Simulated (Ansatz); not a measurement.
```
CELL_PARAMETERS angstrom
3.18927 0.00000 -3.18927
-3.18927 3.18927 0.00000
6.25925 6.25925 6.25925
ATOMIC_POSITIONS crystal
Cs 0.00000 0.00000 0.00000
Cs 0.66667 0.33333 0.33333
Cs 0.33333 0.66667 0.66667
H 0.33333 0.66667 0.16667
H 0.00000 0.00000 0.50000
H 0.66667 0.33333 0.83333
```

Space group R-3m; started from the rocksalt prototype, which need not be the ambient phase; changed on purpose from its base cell (shear 111 strain -1.9%).

Method: Ansatz 0.2.0, DFT, r2SCAN, plane waves, PAW.

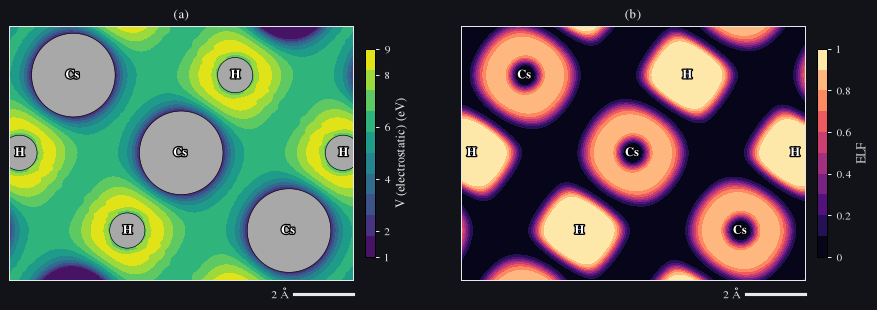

CsH. (a) electrostatic potential energy of an electron; (b) electron localisation function on the (110) plane of the conventional cell. Grey discs cover the atomic cores in the potential map.

Core electrons are frozen (PAW), and the valence fields are smoothed inside the atomic spheres.

What do the fields say about this system?

Atoms in the plane: Cs and H. Cs–H (3.17 Å): the ELF climbs to about 1 towards the hydrogen. The features right at Cs lie inside the PAW spheres, where the map follows smoothed inner orbitals and isn't to be read closely. Outside the cores the potential energy rises away from the atoms and is highest about 1.0 Å from the nearest atoms; its zero is arbitrary.

Does the calculation make it a metal, or give it a gap?

It is gapped, with a Kohn–Sham gap of 2.7 eV on the k-point mesh, an upper bound to the gap of this method.
